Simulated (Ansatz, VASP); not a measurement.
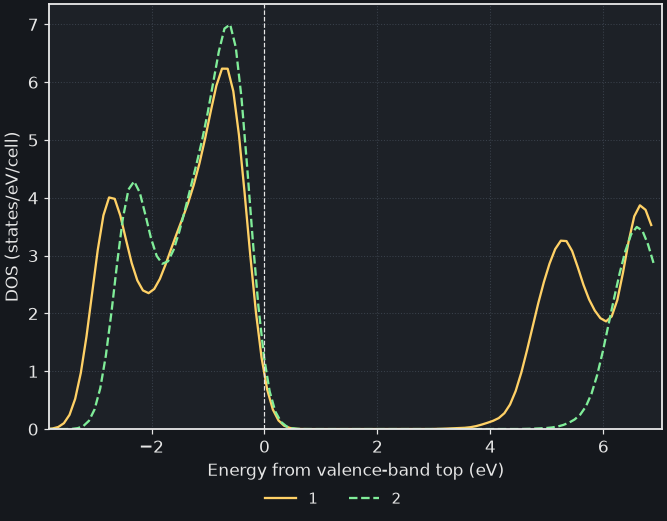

Total densities of states of wurtzite MgS, space group P6_3mc (No. 186), 4 atoms in the cell (a = 4.035 Å, c = 6.432 Å (hexagonal axes)), by two methods on the same cell. The DOS curves are built from the levels of the k mesh with Gaussians 0.55 eV wide, which also blur the band edges; ripples of that width can come from the mesh. Each is counted from its own valence-band top.

Question: Which curve is which? The methods: TB-mBJ (VASP), PBE (Ansatz LAPW).

Answer: 1 is PBE (Ansatz LAPW); 2 is TB-mBJ (VASP). PBE (Ansatz LAPW) gives a gap of 3.44 eV and TB-mBJ (VASP) gives a gap of 5.04 eV.

Settings. PBE (Ansatz LAPW): all-electron LAPW, no spin polarisation, no spin-orbit coupling, 8×8×4 k mesh, Fermi-Dirac smearing of 0.05 eV (Ansatz 0.2.0). TB-mBJ (VASP): VASP PAW PBE potentials, release 64 (S, Mg), no spin polarisation, no spin-orbit coupling, 8×8×4 k mesh, 520 eV cutoff, Gaussian smearing of 0.02 eV (VASP).

Gaps are the smallest over all k points computed. The two runs differ in program as well. The usual form of MgS is rocksalt. LDA, GGA and most meta-GGA functionals understate gaps. TB-mBJ (VASP): the PAW data sets were made with another functional. TB-mBJ (VASP): this is a model potential built to give gaps, with no total energy.
